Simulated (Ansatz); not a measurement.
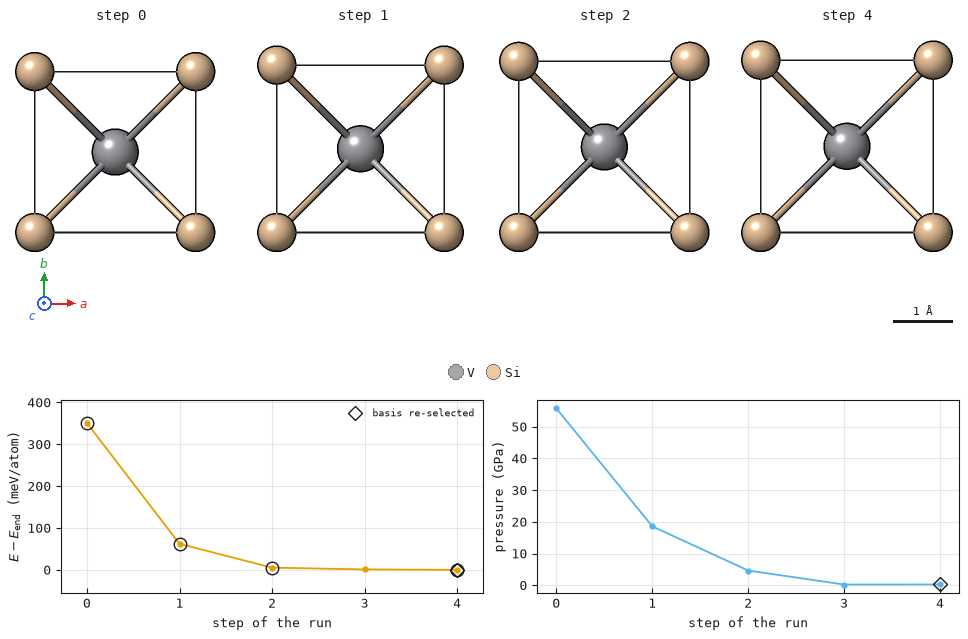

Frames of a relaxation of solid VSi (a generated structure, set up in Pm-3m) (coarse preliminary run), marked on the history of the run. A ball-and-stick model of the cell of the calculation, seen along the c axis.

Case: Ru → Si on all its sites, cell and atoms relaxed.

All numbers below come from DFT r2SCAN, scalar-relativistic, plane waves, PAW in Ansatz. Settings: plane-wave cutoff 500 eV; k-point mesh 8 × 8 × 8; occupations gaussian; smearing width 0.1 eV; no spin polarisation; cell and atoms relaxed; force threshold 0.05 eV/Å; at most 60 steps.

> What happens along the run?

Over 3 accepted moves (4 points after the start) the energy falls by 351 meV per atom. All forces vanish by symmetry, so only the cell relaxes. The pressure goes from 55.79 to 0.26 GPa. At 1 point the geometry stayed and the basis and grid were re-selected for the new cell (energy shift of 1.0 meV per atom at most each time). The atoms keep their places relative to the cell (all moves are under 0.005 Å). The volume changes by +23.0 %, with a = b = c 2.754 → 2.951 Å (+7.2 %). Among the contacts that change: V–V 2.754 → 2.951 Å, Si–V 2.385 → 2.555 Å. The space group stays Pm-3m (No. 221). From step 0 to 1: volume +12.7 %, energy −289 meV per atom. From step 1 to 2: volume +6.7 %, energy −56.9 meV per atom. From step 2 to 4: volume +2.3 %, energy −5.3 meV per atom.
